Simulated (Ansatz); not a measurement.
PtS₂ (space group P-3m1, No. 164): the geometry relaxed with DFT, r2SCAN+rVV10, plane waves, PAW in Ansatz 0.2.0.

```
Pt S
1.0
     3.55264    0.00000    0.00000
    -1.77632    3.07668    0.00000
     0.00000    0.00000    5.12272
Pt S
1 2
Direct
  0.00000 0.00000 0.00000
  0.66667 0.33333 0.76074
  0.33333 0.66667 0.23926
```

Describe the stacking along c, naming the columns A, B, C as they first turn up.

Pt(A) – S(B) – S(C) (three layers in 5.12 Å).

S layers alone: BC, the hexagonal close-packed type.

Pt: one octahedral site (per hexagonal cell). One of the two gaps between S layers is empty, 2.67 Å wide.

Polytype symbol 1T, the symbol of a layered MX2 polytype (number of slabs in the repeat and lattice).

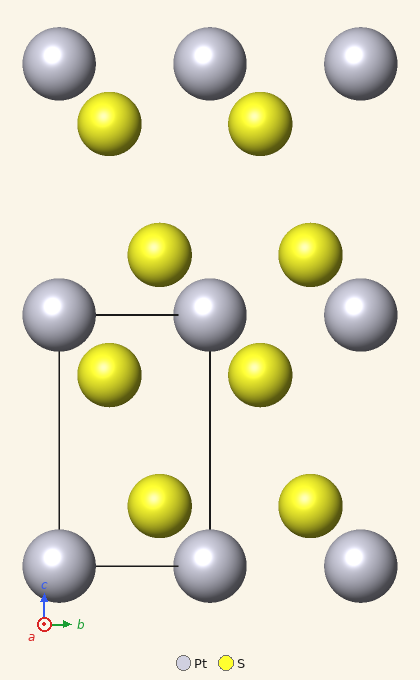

The picture looks along a close-packed row of the hexagonal mesh; c points upwards. Every atom sits on one of the three columns of the mesh; call them A, B, C in the order in which they first turn up. The sequence starts with the first layer at or above the cell's origin.
